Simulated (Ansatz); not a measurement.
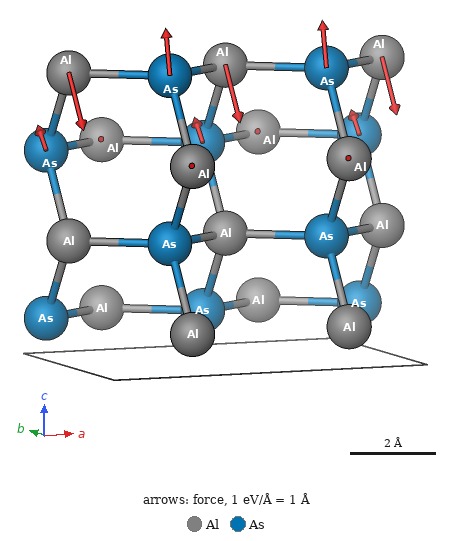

Starting geometry of a slab of composition AlAs (cut from the F-43m phase) with the computed forces as red arrows. Style: ball-and-stick. Shown: the cell of the calculation, outlined in the plane, without the vacuum (origin shifted), slightly off an axis.

Case: clean slab, lower planes held. The slab is the (1 1 0) face of AlAs. 8 atoms are held fixed.

These are results of Ansatz, DFT PBE+D3(BJ), scalar-relativistic, plane waves, PAW, not measurements.

The input:
```yaml
crystal:
  lattice:
    - [8.0103882437, 0.0, 0.0]
    - [0.0, 5.664199847, 0.0]
    - [0.0, 0.0, 22.0077911828]
  atoms:
    - { symbol: Al, position: [0.25, 0.5, 0.3635076293] }
    - { symbol: Al, position: [0.75, 0.5, 0.3635076293] }
    - { symbol: As, position: [0.5, 0.25, 0.3635076293] }
    - { symbol: As, position: [0.0, 0.25, 0.3635076293] }
    - { symbol: Al, position: [0.5, 0.0, 0.4545025431] }
    - { symbol: Al, position: [0.0, 0.0, 0.4545025431] }
    - { symbol: As, position: [0.75, 0.75, 0.4545025431] }
    - { symbol: As, position: [0.25, 0.75, 0.4545025431] }
    - { symbol: Al, position: [0.75, 0.5, 0.5454974569] }
    - { symbol: Al, position: [0.25, 0.5, 0.5454974569] }
    - { symbol: As, position: [0.0, 0.25, 0.5454974569] }
    - { symbol: As, position: [0.5, 0.25, 0.5454974569] }
    - { symbol: Al, position: [0.0, 0.0, 0.6364923707] }
    - { symbol: Al, position: [0.5, 0.0, 0.6364923707] }
    - { symbol: As, position: [0.25, 0.75, 0.6364923707] }
    - { symbol: As, position: [0.75, 0.75, 0.6364923707] }
basis:
  ecutwfc: 420
kpoints:
  mp_grid: { grid: [2, 3, 1] }
hamiltonian:
  xc: pbe
  dispersion: d3bj
scf:
  occupations: { method: gaussian, width: 0.05 }
output:
  forces: true
  eigenvalues: true
  write_density: true
  write_potential: true
  elf: true
  volumetric_format: npy
relax:
  adjacent_minimum: "off"
  f_tol: 0.03
  max_steps: 70
  constraints: [{ sites: [0, 1, 2, 3, 4, 5, 6, 7] }]
efield:
  axis: 3
  dipole_correction: true
  ramp_width: 0.04
```

Launched with:
```bash
ansatz run input.yaml --threads 4 --pin off --max-ram 10240MiB --backend cpu --events-out ev --progress --plain --runs-dir out
```

**Is this structure relaxed? If not, where do the atoms go?**

It isn't relaxed: the largest force vector, on Al atoms, is 1.59 eV/Å. The final displacements follow the starting forces only in part (cosine between the two patterns 0.83). The largest moves, 0.62 Å, are those of Al13 and Al14. Al13 goes at 42° to the normal (−c side). Largest moves by element: Al 0.62 Å, As 0.30 Å. The cell stays as it was. Near-neighbour distances that change, for instance: As7–Al9 2.453 → 2.524 Å, As11–Al13 2.453 → 2.409 Å, Al13–As15 2.453 → 2.427 Å, Al5–As12 2.453 → 2.475 Å. Bond angles that change, for instance: Al10–As15–Al13 109.5° → 89.5°, Al5–As12–Al14 109.5° → 94.0°, As11–Al13–As15 109.5° → 123.9°. The energy falls by 1.244 eV per cell of the calculation in 4 geometry steps. Largest force component: 1.3 eV/Å at the start, 0.013 eV/Å at the end. The run took 66 s on 4 threads of Arm Neoverse V1 (shared host), peak memory 1.6 GiB.
